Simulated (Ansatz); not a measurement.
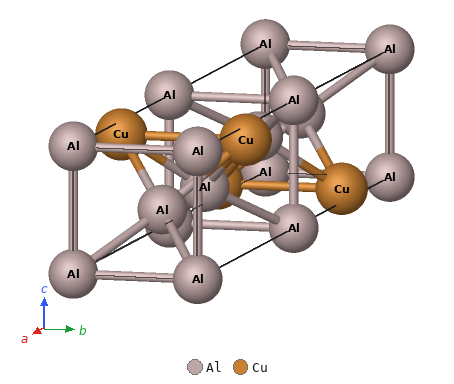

Crystal structure, ball-and-stick style, seen slightly off an axis. Thin lines show the conventional unit cell, with boundary atoms drawn in all their periodic places. Cell: a = 15.206 Å, b = 2.780 Å, c = 2.780 Å, α = 90.00°, β = 90.00°, γ = 90.00°.

The structure is one of Al$_{3}$Cu. The atoms follow space group Pmma (No. 51); the Bravais lattice is primitive orthorhombic. The cell has 8 atoms, namely 6 Al, 2 Cu. Each Cu is bonded to eight Al and four Cu (about 2.6 Å to Al, 2.8 Å to Cu). Al takes two kinds of site: 2a with eight Al in a distorted cubic arrangement at about 2.8 Å; 4j with six Al and four Cu (about 2.8 Å to Al, 2.6 Å to Cu). The bonds build a three-dimensional framework.

Origin of the cell: a structure listed in the Materials Project. The cell was then strained or its atoms displaced on purpose. A calculation with Ansatz used it as input.
